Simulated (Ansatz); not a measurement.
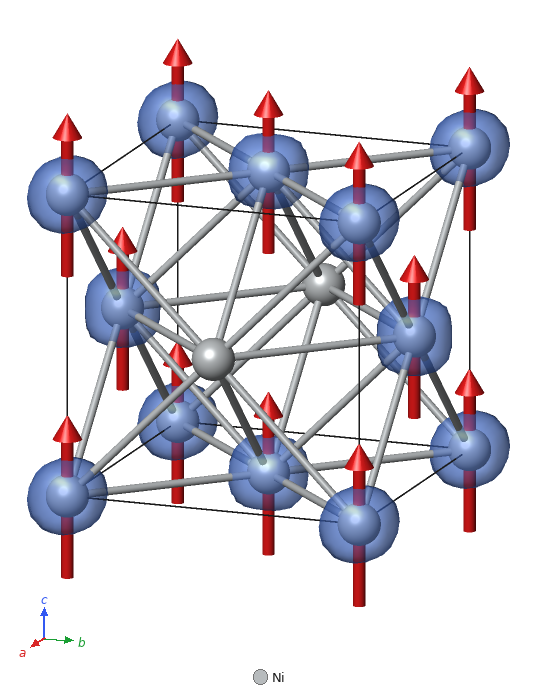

Figure 1: Ni. Isosurface of the size of the magnetisation density at 0.3 e/Å³ (blue), with the spin moments of the magnetic sites as arrows; seen slightly off an axis.

Space group Fm-3m; with non-collinear spins.

Computed with Ansatz 0.2.0, DFT, LDA, PAW with Ansatz's default frozen-core files, scalar-relativistic.

In a PAW calculation such maps are meaningful between the atoms, not at the nuclei.

```
Ni
1.0
     3.52387    0.00000    0.00000
     0.00000    3.52387    0.00000
     0.00000    0.00000    3.52387
Ni
4
Direct
  0.00000 0.00000 0.00000
  0.50000 0.50000 0.00000
  0.50000 0.00000 0.50000
  0.00000 0.50000 0.50000
```

Describe the magnetic structure.

Spin moments: Ni 0.4 μB. All point the same way (ferromagnetic), along [0 0 1] of the cell.
